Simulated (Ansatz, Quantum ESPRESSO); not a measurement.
# C(111), H on both faces, 5 bilayers against a metal electrode: the electrode's level over the Fermi level at a withheld member of a series

**Set-up.** Quantum ESPRESSO 7.5, PBE, GBRV ultrasoft. The slab is relaxed neutral, then held. ESM with bc3: vacuum below and a metal electrode about 6 Å above the top atoms. Fermi-Dirac smearing of 0.004 Ry and a dense mesh. Charges are set per cell from the starting area. The slabs take the lattice constants of the bulk relaxed by the same program. The series steps the charge of the slab (positive: electrons removed).

| charge of the slab | electrode's level over the Fermi level (eV) |
| --- | --- |
| 1 ×10¹³ e/cm² | 4.679 |
| 2 ×10¹³ e/cm² | 5.823 |
| 3 ×10¹³ e/cm² | 6.951 |
| 4.5 ×10¹³ e/cm² | 8.626 |
| 6 ×10¹³ e/cm² | 10.296 |
| 8 ×10¹³ e/cm² | 12.517 |

**Question.** What is the electrode's level over the Fermi level at 7 ×10¹³ e/cm²?

By hand: The rows at 6 ×10¹³ e/cm² and 8 ×10¹³ e/cm² give a slope of (12.517 − (10.296))/(8 − (6)) = 1.111, so a straight line gives 11.406 eV. A parabola through these and the row at 4.5 ×10¹³ e/cm² gives 11.407 eV.

**Check.** 11.408 eV. The line misses by −0.002 and the parabola by −0.001 eV. Both misses are under 5 % of the step from the nearer row.

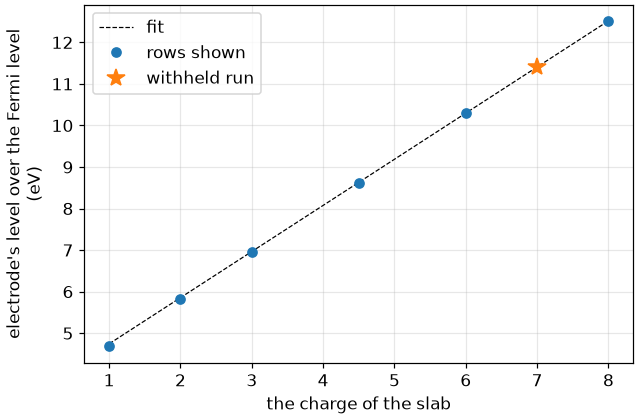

The rows shown, the fit and the withheld run.

**Limits.** Vacuum fills the gap; ions don't answer the charge; added electrons can spill towards the electrode at the most negative charges. Members without a usable value, or on the other side of zero field or charge, are not listed.
